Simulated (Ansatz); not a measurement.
# The gap of Sr3AlN3 (P6_3/m): a ladder of methods and an error budget, part 3 of 4

The study climbs from cheap functionals to G0W0 on Sr3AlN3 (P6_3/m) and then asks what each convergence step is worth.

Ansatz 0.2.0; density functionals, hybrids, G0W0, plane waves, PAW. Known limits of the many-body steps: not at the basis limit; no spin-orbit coupling; coarse k mesh.

So far. Step 12 (G0W0, 3×3×4 mesh, 479 empty bands, screening to 84 eV …): Against the run with 3×3×4 mesh, 169 empty bands, screening to 42 eV, PAW set soft_1 files, the gap moves by +0.22 eV.

In doubt: masses and optical values from hybrid runs of this build are listed as unsure (step 15), which bears on the screening that GW takes from such a start.

### 13. G0W0, 3×3×4 mesh, 1031 empty bands, screening to 140 eV, PAW set soft_1 files

Level of this step: G0W0 on PBE, plane waves, PAW; PAW set soft_1 (Ansatz).

input.yaml

```yaml
crystal:
  lattice:
    - [7.6614142586, 0.0, 0.0]
    - [-3.8307071293, 6.6349793769, 0.0]
    - [0.0, 0.0, 5.395857]
  atoms:
    - { symbol: Sr, position: [0.927824, 0.640649, 0.25] }
    - { symbol: Sr, position: [0.712825, 0.072176, 0.25] }
    - { symbol: Sr, position: [0.359351, 0.287175, 0.25] }
    - { symbol: Sr, position: [0.072176, 0.359351, 0.75] }
    - { symbol: Sr, position: [0.287175, 0.927824, 0.75] }
    - { symbol: Sr, position: [0.640649, 0.712825, 0.75] }
    - { symbol: Al, position: [0.66666667, 0.33333333, 0.75] }
    - { symbol: Al, position: [0.33333333, 0.66666667, 0.25] }
    - { symbol: "N", position: [0.893933, 0.589504, 0.75] }
    - { symbol: "N", position: [0.695571, 0.106067, 0.75] }
    - { symbol: "N", position: [0.410496, 0.304429, 0.75] }
    - { symbol: "N", position: [0.106067, 0.410496, 0.25] }
    - { symbol: "N", position: [0.304429, 0.893933, 0.25] }
    - { symbol: "N", position: [0.589504, 0.695571, 0.25] }
kpoints:
  mp_grid: { grid: [3, 3, 4] }
hamiltonian:
  xc: pbe
  pseudopotentials: { kind: paw, azcp: { folder: soft_1 } }
scf:
  occupations: { method: fixed }
gw:
  n_empty_bands: 1031
  ecut_chi: 140.0
  qp_bands: [v4, c4]
  qp_kpoints: band_edges
  screening: { model: contour_deformation }
```

Command:

```sh
ansatz run input.yaml --threads 2 --pin off --max-ram 92160MiB --backend cuda --events-out ev --progress --plain --runs-dir out --devices 1 --max-vram 13GiB
```

Numbers of over 12 decimals in the logs are rounded to 6 here.

The program printed:

```text
GPUs: using 1 of 1 available (devices: 1).
[...]
GPU FFT provider: cuFFT
GPU libraries: cuBLAS 13.8.2, cuFFT 12.4.0, cuSOLVER 12.3.4
Crystal: 14 atoms, lattice volume = 274.289 Å³
Basis set: ecut = 420 eV, 5329 PW (Γ)
Bands: 62, of which v1, the nominal top of the filled ones, is band 48 counted from 1 (47 counted from 0)
Symmetry: 12 space group operations
[...]
k-points: 9 of 36
[...]
GPU buffer pool allocated for 116640 grid points (all kernels)
[...]
SCF iter   1: F=—  HF=-24658.071080 eV  |F-HF|=—  |Δ(HF+E_count)|=         —  Δρ=4.28e-2  dr2=9.62e0  ethr=3.10e-3  ⟨swp⟩=6.1  Hψ=2126  notcnv=0  defer=100
[...]
SCF iter   9: F=-24655.477666 eV  HF=-24655.477666 eV  |F-HF|=1.04e-8  |Δ(HF+E_count)|=   7.19e-7  Δρ=3.84e-6  dr2=6.57e-8  ethr=1.04e-10  ⟨swp⟩=17.9  Hψ=4184  notcnv=0
SCF 1 converged in 9 iterations: F = -24655.477666 eV  dr2 = 6.57e-8
[...]
G₀W₀ screening: q 1/9
[... further progress lines ...]
[...]
SCF converged after 9 iterations
Free energy (F): -24655.477666 eV
[...]
Internal energy: -24655.477666 eV  (E = F + TS)
E sigma→0 (E₀):  -24655.477666 eV
Fermi energy:    7.260647 eV
[...]
--- Band table (eV; the first three rows and the last of 9) ---
  k-point 0: bands = [... 44 lower, 6.9914, 7.1741, 7.1741, 7.2606, 7.7569, 9.5315, 9.5575, 9.9305, ... 10 higher]
  k-point 1: bands = [... 44 lower, 6.9009, 6.9009, 6.9667, 7.1510, 8.4209, 9.3088, 9.6169, 9.9558, ... 10 higher]
  k-point 2: bands = [... 44 lower, 6.7832, 6.7832, 6.9926, 6.9926, 9.1109, 9.1109, 9.6356, 9.6356, ... 10 higher]
  k-point 8: bands = [... 44 lower, 6.7300, 6.7300, 6.7454, 6.7454, 9.2469, 9.2469, 9.8341, 9.8341, ... 10 higher]
[...]
0    45      6.9914   -18.9744     3.0501   -15.4722  0.6723     6.5185     6.5394  root
     0    46      7.1741   -19.3384     2.8510   -16.0536  0.6765     6.7232     6.7403  root
     0    47      7.1741   -19.3384     2.8510   -16.0536  0.6765     6.7232     6.7403  root
     0    48      7.2606   -19.7352     3.0711   -16.2552  0.6738     6.8373     6.8518  root
     0    49      7.7569    -6.6518    -3.0598    -9.7383  0.7515     7.7837     7.7836  root
     0    50      9.5315    -6.9613    -3.9333   -11.0574  0.7160     9.6958     9.6942  root
     0    51      9.5575    -5.8264    -3.8735    -9.9110  0.7451     9.7711     9.7686  root
     0    52      9.9305    -5.2965    -4.0461    -9.3903  0.7098     9.9784     9.9781  root
     1    45      6.9009   -19.5035     3.0519   -16.0191  0.6709     6.4504     6.4684  root
     1    46      6.9009   -19.5035     3.0519   -16.0191  0.6709     6.4504     6.4684  root
     1    47      6.9667   -19.1082     3.1106   -15.5463  0.6706     6.4943     6.5154  root
     1    48      7.1510   -19.4383     3.0650   -15.9510  0.6730     6.7124     6.7288  root
     1    49      8.4209    -6.7940    -3.1952   -10.0541  0.7436     8.4860     8.4857  root
     1    50      9.3088    -6.6084    -3.8248   -10.6070  0.7288     9.4844     9.4826  root
     1    51      9.6169    -6.4606    -3.8466   -10.4754  0.7226     9.7869     9.7851  root
     1    52      9.9558    -6.0053    -4.0429   -10.2525  0.7258    10.1626    10.1600  root
     2    45      6.7832   -19.3330     3.0889   -15.8109  0.6690     6.3312     6.3500  root
     2    46      6.7832   -19.3330     3.0889   -15.8109  0.6690     6.3312     6.3500  root
     2    47      6.9926   -19.1858     3.1127   -15.6304  0.6706     6.5299     6.5500  root
     2    48      6.9926   -19.1858     3.1127   -15.6304  0.6706     6.5299     6.5500  root
     2    49      9.1109    -7.1477    -3.7618   -11.1220  0.7253     9.3260     9.3234  root
     2    50      9.1109    -7.1477    -3.7618   -11.1220  0.7253     9.3260     9.3234  root
     2    51      9.6356    -4.7561    -3.7883    -8.5709  0.7374     9.6621     9.6621  root
     2    52      9.6356    -4.7561    -3.7883    -8.5709  0.7374     9.6621     9.6621  root
[...]
8    45      6.7300   -18.9435     3.1614   -15.3475  0.6616     6.2751     6.2954  root
     8    46      6.7300   -18.9435     3.1614   -15.3475  0.6616     6.2751     6.2954  root
     8    47      6.7454   -19.2492     3.1200   -15.7040  0.6650     6.3023     6.3202  root
     8    48      6.7454   -19.2492     3.1200   -15.7040  0.6650     6.3023     6.3202  root
     8    49      9.2469    -6.9834    -3.8266   -11.0075  0.7237     9.4467     9.4444  root
     8    50      9.2469    -6.9834    -3.8266   -11.0075  0.7237     9.4467     9.4444  root
     8    51      9.8341    -5.3487    -3.8612    -9.3265  0.7284     9.9516     9.9507  root
     8    52      9.8341    -5.3487    -3.8612    -9.3265  0.7284     9.9516     9.9507  root
```

Run time: 69 s. Hardware: 1 × NVIDIA H100 80GB HBM3 (shared by 6 runs) with 2 threads of AMD EPYC 7R13 (Zen 3), shared host; peak memory 3.9 GiB.

This step gave:

| Item | Value |
| --- | --- |
| bands summed | 1079 |
| RPA ε∞ on this mesh (eigenvalues) | 4.902, 8.574, 8.574 |
| plane waves in the screening matrix | 1037 |
| q-points in the mesh | 36 |
| G0W0 gap on the mesh | 0.9319 eV |
| k of the valence top | 0, 0, 0 |
| k of the conduction bottom | 0, 0, 0 |
| starting gap on the mesh | 0.4963 eV |
| Z at the valence top | 0.6738 |
| Z at the conduction bottom | 0.7515 |
| least direct G0W0 gap on the computed points | 0.9319 eV |

Against the run with 3×3×4 mesh, 479 empty bands, screening to 84 eV, PAW set soft_1 files, the gap moves by +0.14 eV.

Limits: finite bands, cutoff and mesh; no spin-orbit coupling; coarse k mesh. v1 is the top filled band, c1 the lowest empty one. Levels before and after the correction, in eV, zero at the valence-band top of each column:

|  | conduction bottom | valence top |
| --- | --- | --- |
| Kohn-Sham | 0.50 | 0.00 |
| G0W0 | 0.93 | 0.00 |

|  | level | occupation | energy (eV) |
| --- | --- | --- | --- |
| Kohn-Sham | Γ v4 | 2 | -0.269 |
| Kohn-Sham | Γ v3-v2 | 2 | -0.087 |
| Kohn-Sham | Γ v1 | 2 | 0.000 |
| Kohn-Sham | Γ c1 | 0 | 0.496 |
| Kohn-Sham | Γ c2 | 0 | 2.271 |
| Kohn-Sham | Γ c3 | 0 | 2.297 |
| Kohn-Sham | Γ c4 | 0 | 2.670 |
| G0W0 | Γ v4 | 2 | -0.312 |
| G0W0 | Γ v3-v2 | 2 | -0.111 |
| G0W0 | Γ v1 | 2 | 0.000 |
| G0W0 | Γ c1 | 0 | 0.932 |
| G0W0 | Γ c2 | 0 | 2.842 |
| G0W0 | Γ c3 | 0 | 2.917 |
| G0W0 | Γ c4 | 0 | 3.126 |

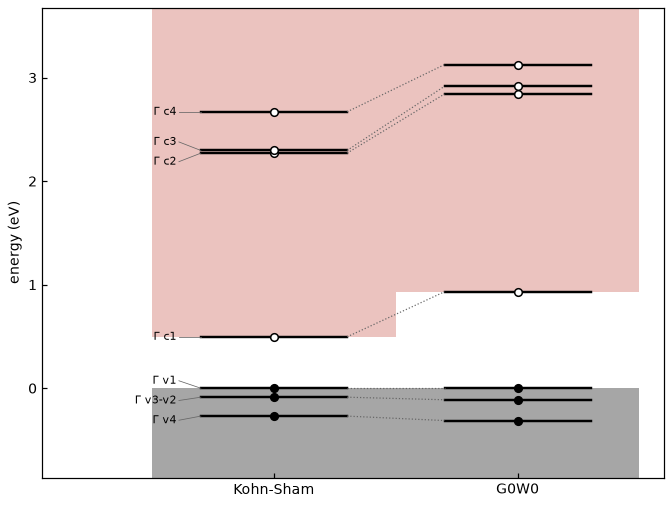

Levels before and after the correction. Shaded: valence and conduction bands. Filled marks are occupied levels, open marks empty ones.

How the two edges are built up, in eV (the quasiparticle level is the starting level plus Σx plus Σc less Vxc):

| run | edge | start | Σx | Σc | Vxc | Z | QP |
| --- | --- | --- | --- | --- | --- | --- | --- |
| 217 bands | valence top | 7.26 | -19.74 | 3.64 | -16.26 | 0.69 | 7.42 |
| 217 bands | conduction bottom | 7.76 | -6.65 | -2.86 | -9.74 | 0.76 | 7.98 |
| 527 bands | valence top | 7.26 | -19.74 | 3.29 | -16.26 | 0.68 | 7.07 |
| 527 bands | conduction bottom | 7.76 | -6.65 | -2.98 | -9.74 | 0.75 | 7.86 |
| 1079 bands | valence top | 7.26 | -19.74 | 3.07 | -16.26 | 0.67 | 6.85 |
| 1079 bands | conduction bottom | 7.76 | -6.65 | -3.06 | -9.74 | 0.75 | 7.78 |

### 14. G0W0@PBE, 3×3×2 mesh, 479 empty bands, screening to 84 eV, PAW set soft_1 files

Only the mesh changes. It samples the long-range screening, which converges on its own terms. Bands and cutoff differ from the step before, so it is read against an earlier run that matches them.

input.yaml: that of step 13 with these lines changed.

```diff
@@ -21,3 +21,3 @@
 kpoints:
-  mp_grid: { grid: [3, 3, 4] }
+  mp_grid: { grid: [3, 3, 2] }
 hamiltonian:
@@ -28,4 +28,4 @@
 gw:
-  n_empty_bands: 1031
-  ecut_chi: 140.0
+  n_empty_bands: 479
+  ecut_chi: 84
   qp_bands: [v4, c4]
```

The program printed:

```text
GPUs: using 1 of 1 available (devices: 1).
[...]
GPU FFT provider: cuFFT
GPU libraries: cuBLAS 13.8.2, cuFFT 12.4.0, cuSOLVER 12.3.4
Crystal: 14 atoms, lattice volume = 274.289 Å³
Basis set: ecut = 420 eV, 5329 PW (Γ)
Bands: 62, of which v1, the nominal top of the filled ones, is band 48 counted from 1 (47 counted from 0)
Symmetry: 12 space group operations
[...]
k-points: 6 of 18
[...]
0    52      9.9299    -5.3026    -3.9748    -9.3979  0.7028    10.0515    10.0505  root
[...]
5    49      9.2531    -6.9664    -3.7435   -11.0029  0.7170     9.5527     9.5461  root
     5    50      9.2531    -6.9664    -3.7435   -11.0029  0.7170     9.5527     9.5461  root
     5    51      9.8301    -5.3647    -3.7676    -9.3307  0.7261    10.0313    10.0284  root
     5    52      9.8301    -5.3647    -3.7676    -9.3307  0.7261    10.0313    10.0284  root
[key lines of the parts left out:]
SCF converged after 9 iterations
Free energy (F): -24655.392554 eV
Fermi energy:    7.260561 eV
```

Elapsed: 16 s, on 1 × NVIDIA H100 80GB HBM3 (shared by 6 runs) with 2 threads; peak memory 1.7 GiB; 15 s of CPU time.

Numbers from this step:

| Item | Value |
| --- | --- |
| bands summed | 527 |
| RPA ε∞ on this mesh (eigenvalues) | 5.403, 10.38, 10.38 |
| plane waves in the screening matrix | 453 |
| G0W0 gap on the mesh | 0.7606 eV |
| k of the valence top | 0, 0, 0 |
| k of the conduction bottom | 0, 0, 0 |
| starting gap on the mesh | 0.4979 eV |
| least direct G0W0 gap on the computed points | 0.7606 eV |

Against the run with 3×3×4 mesh, 479 empty bands, screening to 84 eV, PAW set soft_1 files, the gap moves by −0.03 eV.

### 15. G0W0@HSE06, 3×3×4 mesh, 1031 empty bands, screening to 140 eV, PAW set soft_1 files

One-shot GW remembers its start. Another functional's orbitals and levels show by how much. Bands and cutoff differ from the step before, so it is read against an earlier run that matches them.

This step: G0W0 on HSE06, plane waves, PAW; PAW set soft_1.

input.yaml: that of step 14 with these lines changed.

```diff
@@ -21,5 +21,5 @@
 kpoints:
-  mp_grid: { grid: [3, 3, 2] }
+  mp_grid: { grid: [3, 3, 4] }
 hamiltonian:
-  xc: pbe
+  xc: hse06
   pseudopotentials: { kind: paw, azcp: { folder: soft_1 } }
@@ -28,4 +28,4 @@
 gw:
-  n_empty_bands: 479
-  ecut_chi: 84
+  n_empty_bands: 1031
+  ecut_chi: 140.0
   qp_bands: [v4, c4]
```

The program printed:

```text
GPUs: using 1 of 1 available (devices: 1).
[...]
GPU FFT provider: cuFFT
GPU libraries: cuBLAS 13.8.2, cuFFT 12.4.0, cuSOLVER 12.3.4
Crystal: 14 atoms, lattice volume = 274.289 Å³
Basis set: ecut = 420 eV, 5329 PW (Γ)
Bands: 62, of which v1, the nominal top of the filled ones, is band 48 counted from 1 (47 counted from 0)
Symmetry: 12 space group operations
[...]
k-points: 9 of 36
[...]
0    51      9.8894    -5.3159    -3.6511    -9.1061  0.8015    10.0289    10.0285  root
     0    52     10.2546    -4.8814    -3.7781    -8.6427  0.7765    10.2378    10.2378  root
[...]
8    49      9.5397    -6.4039    -3.6633   -10.2122  0.7832     9.6851     9.6847  root
     8    50      9.5397    -6.4039    -3.6633   -10.2122  0.7832     9.6851     9.6847  root
     8    51     10.1590    -4.8341    -3.6025    -8.4756  0.7902    10.1980    10.1979  root
     8    52     10.1590    -4.8341    -3.6025    -8.4756  0.7902    10.1980    10.1979  root
[key lines of the parts left out:]
Free energy (F): -24670.518838 eV
Fermi energy:    6.610156 eV
```

Run time: 3.4 min. Hardware: 1 × NVIDIA H100 80GB HBM3 (shared by 6 runs) with 2 threads; peak memory 4.3 GiB.

This step gave:

```
bands summed                                 : 1079
RPA ε∞ on this mesh (eigenvalues)            : 3.844, 4.851, 4.851
plane waves in the screening matrix          : 1037
G0W0 gap on the mesh                         : 1.486 eV
k of the valence top                         : 0, 0, 0
k of the conduction bottom                   : 0, 0, 0
starting gap on the mesh                     : 1.336 eV
least direct G0W0 gap on the computed points : 1.486 eV
```

Against the run with 3×3×4 mesh, 1031 empty bands, screening to 140 eV, PAW set soft_1 files on PBE, the gap moves by +0.55 eV, while the start moved by +0.84 eV.

### 16. G0W0@PBE, 3×3×4 mesh, 1031 empty bands, screening to 140 eV, plasmon pole, PAW set soft_1 files

A plasmon pole stands in for the full frequency dependence of the screening; this run shows what that costs in accuracy.

This step: G0W0 on PBE, plane waves, PAW; PAW set soft_1.

input.yaml: that of step 15 with these lines changed.

```diff
@@ -23,3 +23,3 @@
 hamiltonian:
-  xc: hse06
+  xc: pbe
   pseudopotentials: { kind: paw, azcp: { folder: soft_1 } }
@@ -32,2 +32,2 @@
   qp_kpoints: band_edges
-  screening: { model: contour_deformation }
+  screening: { model: godby_needs }
```

The program printed:

```text
GPUs: using 1 of 1 available (devices: 1).
[...]
GPU FFT provider: cuFFT
GPU libraries: cuBLAS 13.8.2, cuFFT 12.4.0, cuSOLVER 12.3.4
Crystal: 14 atoms, lattice volume = 274.289 Å³
Basis set: ecut = 420 eV, 5329 PW (Γ)
Bands: 62, of which v1, the nominal top of the filled ones, is band 48 counted from 1 (47 counted from 0)
Symmetry: 12 space group operations
[...]
k-points: 9 of 36
[...]
0    52      9.9305    -5.2965    -4.0143    -9.3903  0.7987    10.0099    10.0099  root
[...]
8    49      9.2469    -6.9834    -3.7951   -11.0075  0.7899     9.4761     9.4758  root
     8    50      9.2469    -6.9834    -3.7951   -11.0075  0.7899     9.4761     9.4758  root
     8    51      9.8341    -5.3487    -3.8363    -9.3265  0.8035     9.9757     9.9756  root
     8    52      9.8341    -5.3487    -3.8363    -9.3265  0.8035     9.9757     9.9756  root
[key lines of the parts left out:]
SCF converged after 9 iterations
Free energy (F): -24655.477666 eV
Fermi energy:    7.260647 eV
```

The job ended after 2.5 min (1 × NVIDIA H100 80GB HBM3 (shared by 6 runs) with 2 threads; peak memory 8.2 GiB).

This step gave:

```yaml
bands_summed: 1079
plasmon_pole_fit_frequency: 21.97 eV
rpa_eps_infinity_on_this_mesh_eigenvalues: 4.902, 8.574, 8.574
plane_waves_in_the_screening_matrix: 1037
g0w0_gap_on_the_mesh: 0.9112 eV
k_of_the_valence_top: 0, 0, 0
k_of_the_conduction_bottom: 0, 0, 0
starting_gap_on_the_mesh: 0.4963 eV
least_direct_g0w0_gap_on_the_computed_points: 0.9112 eV
```

Against the run with 3×3×4 mesh, 1031 empty bands, screening to 140 eV, PAW set soft_1 files, the gap moves by −0.02 eV.

### 17. G0W0@PBE, 3×3×4 mesh, 1529 empty bands, screening to 182 eV, hard PAW files

Other atomic data (hard PAW) test the pseudisation: the cutoff goes from 420 to 900 eV and the valence electrons from 96 to 112, which opens shells that were frozen. Bands and screening cutoff change too, so the step is no clean test of the files.

This step: G0W0 on PBE, plane waves, PAW.

input.yaml: that of step 16 with these lines changed.

```diff
@@ -24,3 +24,3 @@
   xc: pbe
-  pseudopotentials: { kind: paw, azcp: { folder: soft_1 } }
+  pseudopotentials: { kind: paw, source: ansatz }
 scf:
@@ -28,6 +28,6 @@
 gw:
-  n_empty_bands: 1031
-  ecut_chi: 140.0
+  n_empty_bands: 1529
+  ecut_chi: 182.0
   qp_bands: [v4, c4]
   qp_kpoints: band_edges
-  screening: { model: godby_needs }
+  screening: { model: contour_deformation }
```

The program printed:

```text
GPUs: using 1 of 1 available (devices: 1).
[...]
GPU FFT provider: cuFFT
GPU libraries: cuBLAS 13.8.2, cuFFT 12.4.0, cuSOLVER 12.3.4
Crystal: 14 atoms, lattice volume = 274.289 Å³
Basis set: ecut = 900 eV, 16833 PW (Γ)
Bands: 70, of which v1, the nominal top of the filled ones, is band 56 counted from 1 (55 counted from 0)
Symmetry: 12 space group operations
[...]
k-points: 9 of 36
[...]
8    56      7.0054   -19.2486     3.0242   -15.7067  0.6644     6.4627     6.4877  root ?
     8    57      9.5069    -6.9900    -3.8727   -11.0153  0.7241     9.6608     9.6595  root
     8    58      9.5069    -6.9900    -3.8727   -11.0153  0.7241     9.6608     9.6595  root
     8    59     10.0948    -5.3490    -3.8949    -9.3277  0.7288    10.1791    10.1787  root
     8    60     10.0948    -5.3490    -3.8949    -9.3277  0.7288    10.1791    10.1787  root
[key lines of the parts left out:]
SCF converged after 9 iterations
Free energy (F): -28445.767159 eV
Fermi energy:    7.519181 eV
```

Wall time 3.6 min (1 × NVIDIA H100 80GB HBM3 (shared by 6 runs) with 2 threads); peak memory 9.5 GiB; 5.7 min of CPU time.

Numbers from this step:

- bands summed: 1585
- RPA ε∞ on this mesh (eigenvalues): 4.894, 8.538, 8.538
- plane waves in the screening matrix: 1529
- G0W0 gap on the mesh: 0.9848 eV
- k of the valence top: 0, 0, 0
- k of the conduction bottom: 0, 0, 0
- starting gap on the mesh: 0.5014 eV
- least direct G0W0 gap on the computed points: 0.9848 eV

Against the run with 3×3×4 mesh, 1031 empty bands, screening to 140 eV, PAW set soft_1 files, the gap moves by +0.05 eV.

(Part 3 of 4 ends here.)

[Paths, hosts, dates, memory and timing lines, banners, echoed tables and standing remarks are left out of the program output.]

[Logs are printed without paths, hosts, clocks, repeated set-up lines and the standing remarks that a program may print on its own settings, such as how far it seeks lower states.]

[Runs of the session that timed out or met a known fault of the program may be left out.]

[Cells called generated may have been cut or substituted from an entry of the Crystallography Open Database or the Materials Project.]

[Hosts, paths, dates, database ids (printed as entryN), source tags and the programs' standing remarks are cut or masked in the printed files.]
